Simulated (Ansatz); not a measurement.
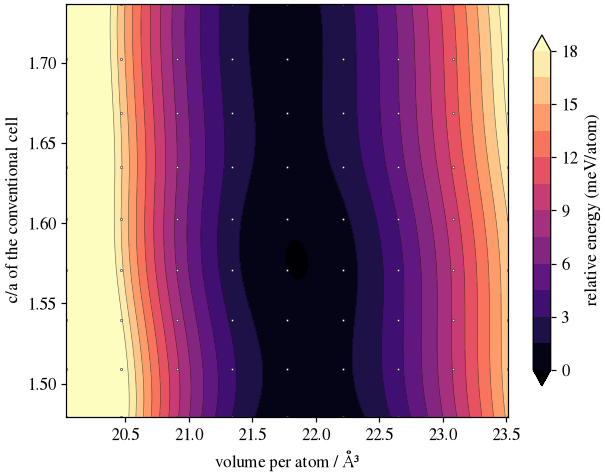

Energy landscape of Hg (P6_3/mmc, No. 194; 2 atoms in the cell). 
- The energy is mapped over volume and the cell's shape.
- Coordinates scanned: (1) volume per atom; (2) c/a of the conventional cell.
- Nothing is relaxed (symmetry fixes all fractional coordinates).
- Grid: 9 × 9 points.
- Points are written as (first, second).
- All energies are given in meV/atom relative to the lowest grid point.
- Theory: Ansatz 0.2.0, DFT PBEsol+D3(BJ), scalar-relativistic, plane waves, PAW. Settings: cutoff 420 eV, k-mesh 18×18×10 in the order of the run's cell vectors, gaussian smearing 0.15 eV, no spin polarisation.

Drawn: filled contours, dots at the grid points, one colour for all values above the top of the scale. Between grid points the surface is interpolated. 

> Summarise what can be read from the map.

The lowest grid point is at (21.78 Å³, 1.571). The energy also falls towards the edge at (21.78 Å³, 1.479) (0.27 meV/atom above the lowest), where a further well may lie outside the range. The highest grid point, (20.04 Å³, 1.479), lies 34.9 meV/atom above the lowest.

The values on the grid:

| c/a of the conventional cell ↓, volume per atom → | 20.04 | 20.47 | 20.91 | 21.34 | 21.78 | 22.21 | 22.65 | 23.08 | 23.52 |
| --- | --- | --- | --- | --- | --- | --- | --- | --- | --- |
| 1.737 | 29.1 | 15.7 | 7.0 | 2.3 | 0.9 | 2.4 | 6.2 | 12.0 | 19.3 |
| 1.702 | 29.2 | 15.7 | 7.0 | 2.3 | 0.9 | 2.3 | 6.0 | 11.6 | 18.8 |
| 1.668 | 29.9 | 16.3 | 7.4 | 2.5 | 1.0 | 2.3 | 5.9 | 11.3 | 18.3 |
| 1.635 | 30.3 | 16.6 | 7.5 | 2.5 | 0.8 | 1.9 | 5.4 | 10.7 | 17.5 |
| 1.603 | 30.3 | 16.4 | 7.2 | 2.0 | 0.2 | 1.2 | 4.6 | 9.8 | 16.6 |
| 1.571 | 31.0 | 16.9 | 7.5 | 2.0 | 0.0 | 0.8 | 4.1 | 9.3 | 16.0 |
| 1.540 | 32.7 | 18.2 | 8.4 | 2.7 | 0.4 | 1.0 | 4.1 | 9.2 | 15.9 |
| 1.509 | 34.3 | 19.4 | 9.3 | 3.3 | 0.7 | 1.1 | 4.1 | 9.1 | 15.8 |
| 1.479 | 34.9 | 19.7 | 9.3 | 3.0 | 0.3 | 0.6 | 3.5 | 8.6 | 15.4 |

Time for the 81 points that were run: 3.9 min on 1 thread of AMD EPYC 9R45 (Zen 5) (shared host).
